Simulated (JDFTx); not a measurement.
HfO$_{2}$: geometry relaxation (part 2 of 2)

The same run, continued: HfO$_{2}$ (3 atoms in the cell); Kohn-Sham DFT of a periodic cell, RPBE, PseudoDojo-SR-PBE-0.5-standard, no spin polarisation (JDFTx 1.7.0 (patched build)); cutoff 1142.88 eV, 9×9×9 k-mesh, fermi-dirac of 0.05 eV. The structure derives from an entry of the Crystallography Open Database.

Geometry of the input (Å; fractional positions):
```
0.0000  2.5575  2.5575
2.5575  0.0000  2.5575
2.5575  2.5575  0.0000
Hf 0.0000  0.0000  0.0000
O  0.7500  0.7500  0.7500
O  0.2500  0.2500  0.2500
```

**What the program printed, continued**
```
-------- Electronic minimization -----------
Will mix electronic density at each iteration.
	FillingsUpdate:  mu: +0.491986045  nElectrons: 24.000000
	FillingsUpdate:  mu: +0.492996966  nElectrons: 24.000000
SCF: Cycle:  0   F: -82.326652793509624   dF: -1.351e-06   |Residual|: 8.182e-04   |deigs|: 3.568e-05
	FillingsUpdate:  mu: +0.493191990  nElectrons: 24.000000
SCF: Cycle:  1   F: -82.326653619432562   dF: -8.259e-07   |Residual|: 1.306e-04   |deigs|: 1.304e-04
	FillingsUpdate:  mu: +0.493183027  nElectrons: 24.000000
SCF: Cycle:  2   F: -82.326653630940910   dF: -1.151e-08   |Residual|: 6.678e-05   |deigs|: 2.765e-05
	FillingsUpdate:  mu: +0.493176053  nElectrons: 24.000000
SCF: Cycle:  3   F: -82.326653633146407   dF: -2.205e-09   |Residual|: 9.920e-06   |deigs|: 1.939e-05
	FillingsUpdate:  mu: +0.493178105  nElectrons: 24.000000
SCF: Cycle:  4   F: -82.326653633647425   dF: -5.010e-10   |Residual|: 4.009e-06   |deigs|: 1.704e-05
	FillingsUpdate:  mu: +0.493177959  nElectrons: 24.000000
SCF: Cycle:  5   F: -82.326653633780353   dF: -1.329e-10   |Residual|: 1.590e-06   |deigs|: 1.375e-05
SCF: Converged (|Delta E|<1.000000e-09 for 2 iters).

Setting wave functions to eigenvectors of Hamiltonian
# Lattice vectors:
R =
[            0      4.82916      4.82916  ]
[      4.82916            0      4.82916  ]
[      4.82916      4.82916            0  ]
unit cell volume = 225.24

# Strain tensor in Cartesian coordinates:
[   -0.0007886            0            0  ]
[            0   -0.0007886            0  ]
[            0            0   -0.0007886  ]

# Stress tensor in Cartesian coordinates [Eh/a0^3]:
[  1.41632e-07            0            0  ]
[            0  1.41632e-07            0  ]
[            0            0  1.41632e-07  ]

# Ionic positions in cartesian coordinates:
ion Hf   0.000000000033307   0.000000000033308   0.000000000033308 1
ion O   7.243744923151879   7.243744923151879   7.243744923151879 1
ion O   2.414581641072831   2.414581641072831   2.414581641072831 1

# Forces in Cartesian coordinates:
force Hf  -0.000000000000000  -0.000000000000000   0.000000000000000 1
force O   0.000000000000000  -0.000000000000000   0.000000000000000 1
force O  -0.000000000000000  -0.000000000000000   0.000000000000000 1

# Energy components:
   Eewald =      -67.2864251613226969
       EH =       14.1184651326975228
     Eloc =      -48.0673727181584596
      Enl =       -2.4688858933320592
      Exc =      -22.7792858707088932
 Exc_core =        7.4348946088938144
       KE =       36.7219562681504073
-------------------------------------
     Etot =      -82.3266536337803529
       TS =        0.0000000000000021
-------------------------------------
        F =      -82.3266536337803529

LatticeMinimize: Iter:   2  F: -82.326653633780353  |grad|_K:  9.074e-06  alpha:  1.000e+00  linmin: -1.000e+00

#--- Lowdin population analysis ---
# oxidation-state Hf +1.497
# oxidation-state O -0.703 -0.703

-------- Electronic minimization -----------
Will mix electronic density at each iteration.
	FillingsUpdate:  mu: +0.493177959  nElectrons: 24.000000
	FillingsUpdate:  mu: +0.493185924  nElectrons: 24.000000
SCF: Cycle:  0   F: -82.326653633929382   dF: -2.946e-11   |Residual|: 2.927e-06   |deigs|: 1.090e-05
	FillingsUpdate:  mu: +0.493186720  nElectrons: 24.000000
SCF: Cycle:  1   F: -82.326653634126004   dF: -1.966e-10   |Residual|: 5.854e-06   |deigs|: 1.827e-05
SCF: Converged (|Delta E|<1.000000e-09 for 2 iters).

Setting wave functions to eigenvectors of Hamiltonian
# Lattice vectors:
R =
[            0      4.82914      4.82914  ]
[      4.82914            0      4.82914  ]
[      4.82914      4.82914            0  ]
unit cell volume = 225.236

# Strain tensor in Cartesian coordinates:
[ -0.000794207            0            0  ]
[            0 -0.000794207            0  ]
[            0            0 -0.000794207  ]

# Stress tensor in Cartesian coordinates [Eh/a0^3]:
[  7.33526e-08            0            0  ]
[            0  7.33526e-08            0  ]
[            0            0  7.33526e-08  ]

# Ionic positions in cartesian coordinates:
ion Hf   0.000000000033307   0.000000000033307   0.000000000033307 1
ion O   7.243704271300484   7.243704271300484   7.243704271300484 1
ion O   2.414568090455699   2.414568090455700   2.414568090455700 1

# Forces in Cartesian coordinates:
force Hf   0.000000000000000  -0.000000000000000  -0.000000000000000 1
force O  -0.000000000000000   0.000000000000000   0.000000000000000 1
force O  -0.000000000000000   0.000000000000000  -0.000000000000000 1

# Energy components:
   Eewald =      -67.2868027744407158
       EH =       14.1183452843295640
     Eloc =      -48.0669241296238567
      Enl =       -2.4689137758927253
      Exc =      -22.7793104213040714
 Exc_core =        7.4348946081086913
       KE =       36.7220575746971178
-------------------------------------
     Etot =      -82.3266536341260036
       TS =        0.0000000000000021
-------------------------------------
        F =      -82.3266536341260036

LatticeMinimize: Iter:   3  F: -82.326653634126004  |grad|_K:  4.700e-06  alpha:  1.000e+00  linmin: -1.000e+00

#--- Lowdin population analysis ---
# oxidation-state Hf +1.497
# oxidation-state O -0.703 -0.703

-------- Electronic minimization -----------
Will mix electronic density at each iteration.
	FillingsUpdate:  mu: +0.493186720  nElectrons: 24.000000
	FillingsUpdate:  mu: +0.493198109  nElectrons: 24.000000
SCF: Cycle:  0   F: -82.326653633830887   dF: -5.855e-12   |Residual|: 4.292e-06   |deigs|: 8.029e-06
	FillingsUpdate:  mu: +0.493196956  nElectrons: 24.000000
SCF: Cycle:  1   F: -82.326653633984634   dF: -1.537e-10   |Residual|: 3.262e-06   |deigs|: 1.492e-05
SCF: Converged (|Delta E|<1.000000e-09 for 2 iters).

Setting wave functions to eigenvectors of Hamiltonian
LatticeMinimize: 	Wolfe criterion not satisfied: alpha: 1  (E-E0)/|gdotd0|: 0.524998  gdotd/gdotd0: -1.13165 (taking cubic step)

-------- Electronic minimization -----------
Will mix electronic density at each iteration.
	FillingsUpdate:  mu: +0.493196956  nElectrons: 24.000000
	FillingsUpdate:  mu: +0.493192221  nElectrons: 24.000000
SCF: Cycle:  0   F: -82.326653634068123   dF: +5.301e-12   |Residual|: 4.550e-06   |deigs|: 6.546e-06
	FillingsUpdate:  mu: +0.493190987  nElectrons: 24.000000
SCF: Cycle:  1   F: -82.326653634149636   dF: -8.151e-11   |Residual|: 4.314e-06   |deigs|: 1.180e-05
	FillingsUpdate:  mu: +0.493190200  nElectrons: 24.000000
SCF: Cycle:  2   F: -82.326653634168622   dF: -1.899e-11   |Residual|: 1.175e-06   |deigs|: 1.373e-05
SCF: Converged (|Delta E|<1.000000e-09 for 2 iters).

Setting wave functions to eigenvectors of Hamiltonian
# Lattice vectors:
R =
[            0      4.82913      4.82913  ]
[      4.82913            0      4.82913  ]
[      4.82913      4.82913            0  ]
unit cell volume = 225.235

# Strain tensor in Cartesian coordinates:
[ -0.000795489            0            0  ]
[            0 -0.000795489            0  ]
[            0            0 -0.000795489  ]

# Stress tensor in Cartesian coordinates [Eh/a0^3]:
[ -9.70769e-09            0            0  ]
[            0 -9.70769e-09            0  ]
[            0            0 -9.70769e-09  ]

# Ionic positions in cartesian coordinates:
ion Hf   0.000000000033307   0.000000000033307   0.000000000033307 1
ion O   7.243694981656159   7.243694981656159   7.243694981656159 1
ion O   2.414564993907591   2.414564993907591   2.414564993907591 1

# Forces in Cartesian coordinates:
force Hf  -0.000000000000000  -0.000000000000000   0.000000000000000 1
force O  -0.000000000000000   0.000000000000000  -0.000000000000000 1
force O   0.000000000000000   0.000000000000000  -0.000000000000000 1

# Energy components:
   Eewald =      -67.2868890661004997
       EH =       14.1183016727482062
     Eloc =      -48.0668005507937721
      Enl =       -2.4689041807741772
      Exc =      -22.7793112417928896
 Exc_core =        7.4348946079294116
       KE =       36.7220551246151103
-------------------------------------
     Etot =      -82.3266536341686219
       TS =        0.0000000000000021
-------------------------------------
        F =      -82.3266536341686219

LatticeMinimize: Iter:   4  F: -82.326653634168622  |grad|_K:  6.219e-07  alpha:  2.361e-01  linmin:  1.000e+00
LatticeMinimize: Converged (|Delta F|<1.000000e-06 for 2 iters).

#--- Lowdin population analysis ---
# oxidation-state Hf +1.497
# oxidation-state O -0.703 -0.703

Dumping 'run.eigStats' ...
	eMin: -1.811626 at state 0 ( [ +0.000000 +0.000000 +0.000000 ] spin 0 )
	HOMO: +0.442566 at state 24 ( [ +0.000000 +0.444444 -0.444444 ] spin 0 )
	mu  : +0.493190
	LUMO: +0.590162 at state 23 ( [ +0.000000 +0.444444 +0.444444 ] spin 0 )
	eMax: +0.940719 at state 24 ( [ +0.000000 +0.444444 -0.444444 ] spin 0 )
	HOMO-LUMO gap: +0.147595
	Optical gap  : +0.151578 at state 24 ( [ +0.000000 +0.444444 -0.444444 ] spin 0 )
Done!
```

**Trajectory as extended XYZ (Å, eV, eV/Å), 5 frames, from step=0 to step=4**
```
3
Lattice="0.0000 2.5575 2.5575 2.5575 0.0000 2.5575 2.5575 2.5575 0.0000" Properties=species:S:1:pos:R:3:forces:R:3 step=0 energy=-2240.22223
Hf    0.0000    0.0000    0.0000    0.0000   0.0000   0.0000
O     3.8363    3.8363    3.8363    0.0000   0.0000   0.0000
O     1.2788    1.2788    1.2788    0.0000   0.0000   0.0000
3
Lattice="0.0000 2.5572 2.5572 2.5572 0.0000 2.5572 2.5572 2.5572 0.0000" Properties=species:S:1:pos:R:3:forces:R:3 step=1 energy=-2240.22227
Hf    0.0000    0.0000    0.0000    0.0000   0.0000   0.0000
O     3.8358    3.8358    3.8358    0.0000   0.0000   0.0000
O     1.2786    1.2786    1.2786    0.0000   0.0000   0.0000
3
Lattice="0.0000 2.5555 2.5555 2.5555 0.0000 2.5555 2.5555 2.5555 0.0000" Properties=species:S:1:pos:R:3:forces:R:3 step=2 energy=-2240.22237
Hf    0.0000    0.0000    0.0000    0.0000   0.0000   0.0000
O     3.8332    3.8332    3.8332    0.0000   0.0000   0.0000
O     1.2777    1.2777    1.2777    0.0000   0.0000   0.0000
3
Lattice="0.0000 2.5555 2.5555 2.5555 0.0000 2.5555 2.5555 2.5555 0.0000" Properties=species:S:1:pos:R:3:forces:R:3 step=3 energy=-2240.22237
Hf    0.0000    0.0000    0.0000    0.0000   0.0000   0.0000
O     3.8332    3.8332    3.8332    0.0000   0.0000   0.0000
O     1.2777    1.2777    1.2777    0.0000   0.0000   0.0000
3
Lattice="0.0000 2.5555 2.5555 2.5555 0.0000 2.5555 2.5555 2.5555 0.0000" Properties=species:S:1:pos:R:3:forces:R:3 step=4 energy=-2240.22237
Hf    0.0000    0.0000    0.0000    0.0000   0.0000   0.0000
O     3.8332    3.8332    3.8332    0.0000   0.0000   0.0000
O     1.2777    1.2777    1.2777    0.0000   0.0000   0.0000
```

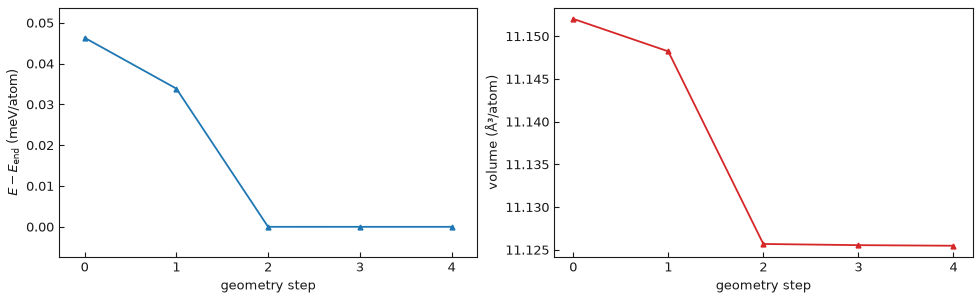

**Figure 1.** Progress of the relaxation, step by step (steps are counted from 0). The atoms keep their places relative to the cell (all moves are under 0.005 Å). The volume changes by −0.2 %, with a = b = c 5.115 → 5.111 Å (−0.1 %). The space group stays Fm-3m (No. 225). The energy falls by next to nothing (0.0 meV per atom) in 4 geometry steps. All forces vanish by symmetry, so only the cell relaxes.

**Results in brief**

| quantity | value |
| --- | --- |
| outcome | converged |
| space group (tolerance 0.01 Å) | Fm-3m (225) |
| electrons treated | 24 |
| free energy | −2240.2224 eV |
| gap on the k-point mesh | 4.02 eV |
| pressure | 0.00 GPa |
| final volume | 33.38 Å³ |
| largest force (length of the vector) at the end | under 0.001 eV/Å |
| final cell | a = 3.614 Å, b = 3.614 Å, c = 3.614 Å, α = 60.00°, β = 60.00°, γ = 60.00° |
| wall time | 3.3 min |
| peak memory | 0.18 GiB |

**Remarks**

Spin–orbit coupling is left out, which matters for Hf.
